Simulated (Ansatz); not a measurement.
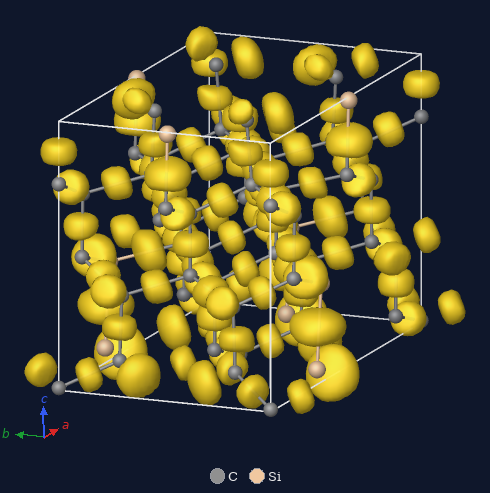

SiC$_{7}$. Isosurface of the ELF at 0.8 (yellow), seen at an oblique angle. Only the valence region is drawn (cores and ρ < 0.01 e/Å³ removed). Sticks mark near contacts.

Space group Cm; a generated structure, not necessarily the stable one.

Computed with Ansatz, DFT PBE, scalar-relativistic, plane waves, PAW.

Core electrons are frozen (PAW), and the valence fields are smoothed inside the atomic spheres.

The calculation's input:

```
crystal:
  lattice:
    - [-3.84901, -3.848853, 6.3e-05]
    - [0.021765, 3.827025, 3.798644]
    - [-3.803535, 3.803444, -3.796828]
  atoms:
    - { symbol: C, position: [0.5229393426, 0.9795328401, 0.0170386547] }
    - { symbol: C, position: [0.9572953059, 0.9795819781, 0.0170125252] }
    - { symbol: C, position: [0.836009003, 0.1714390329, 0.6684467953] }
    - { symbol: C, position: [0.6828755881, 0.3404637884, 0.333053862] }
    - { symbol: C, position: [0.1581592635, 0.3404484618, 0.3330460357] }
    - { symbol: C, position: [0.0008388926, 0.5011390731, 0.9914427621] }
    - { symbol: C, position: [0.8484242685, 0.6707995936, 0.6575786377] }
    - { symbol: C, position: [0.3229094804, 0.6707791415, 0.6575682595] }
    - { symbol: C, position: [0.668474148, 0.8363891199, 0.3581462127] }
    - { symbol: C, position: [0.1603506401, 0.8201254277, 0.32225175] }
    - { symbol: C, position: [0.8305949362, 0.1605619822, 0.9188480274] }
    - { symbol: C, position: [0.705089714, 0.3508590108, 0.5721476839] }
    - { symbol: C, position: [0.1463263027, 0.3508376422, 0.5721442317] }
    - { symbol: C, position: [0.5077598661, 0.5149658358, 0.2859637826] }
    - { symbol: C, position: [0.0016653995, 0.5027577903, 0.233529132] }
    - { symbol: C, position: [0.3117214762, 0.6685063702, 0.899569576] }
    - { symbol: C, position: [0.8573396892, 0.6685625299, 0.8995929777] }
    - { symbol: C, position: [0.6711123566, 0.8416440129, 0.5890270823] }
    - { symbol: C, position: [0.1544349399, 0.8082881968, 0.5555464824] }
    - { symbol: C, position: [0.5087003415, 0.9922609271, 0.2573796569] }
    - { symbol: C, position: [0.9841728448, 0.9922678205, 0.2573651632] }
    - { symbol: Si, position: [0.3368109064, 0.1730343916, 0.6330571604] }
    - { symbol: Si, position: [0.5194265882, 0.5383222157, 0.0131348141] }
    - { symbol: Si, position: [0.3084779687, 0.1162448158, 0.9443236782] }
basis:
  ecutwfc: 420
kpoints:
  mp_grid: { grid: [5, 5, 4] }
hamiltonian:
  xc: pbe
scf:
  occupations: { method: gaussian, width: 0.02 }
  n_extra_bands: 12
output:
  forces: true
  stress: true
  eigenvalues: true
  populations: true
  dos:
    method: { smearing: { sigma: 0.1, scheme: gaussian } }
    projected: true
    de: 0.02
  write_density: true
  write_potential: true
  elf: true
  volumetric_format: npy
```

Run with:

```sh
ansatz run input.yaml --threads 4 --pin off --max-ram 9216MiB --backend cpu --events-out ev --progress --plain --runs-dir out
```

Below, planes, directions and counts refer to the conventional cell (a = 9.31 Å, b = 5.44 Å, c = 6.58 Å, α = 90.00°, β = 90.09°, γ = 90.00°).

What do the ELF domains correspond to?

At this value the surface marks out 76 regions between bonded C–C atoms (shared pairs), 16 regions between bonded C–Si atoms (shared pairs) and four regions between bonded Si–Si atoms (shared pairs), counted in one cell of 48 atoms. Any copies at cell faces, edges or corners count once. Along the contacts the grid gives the following. C–C (1.52 Å): the ELF peaks at about 0.95 between the atoms, as expected for a shared electron pair. Si–C (1.73 Å): the ELF peaks at about 0.95 between the atoms, as expected for a covalent bond.

Does the calculation give a band gap?

It is gapped, with a Kohn–Sham gap of 1.2 eV on the k-point mesh (the band edges may lie off the mesh, which would make the gap smaller).
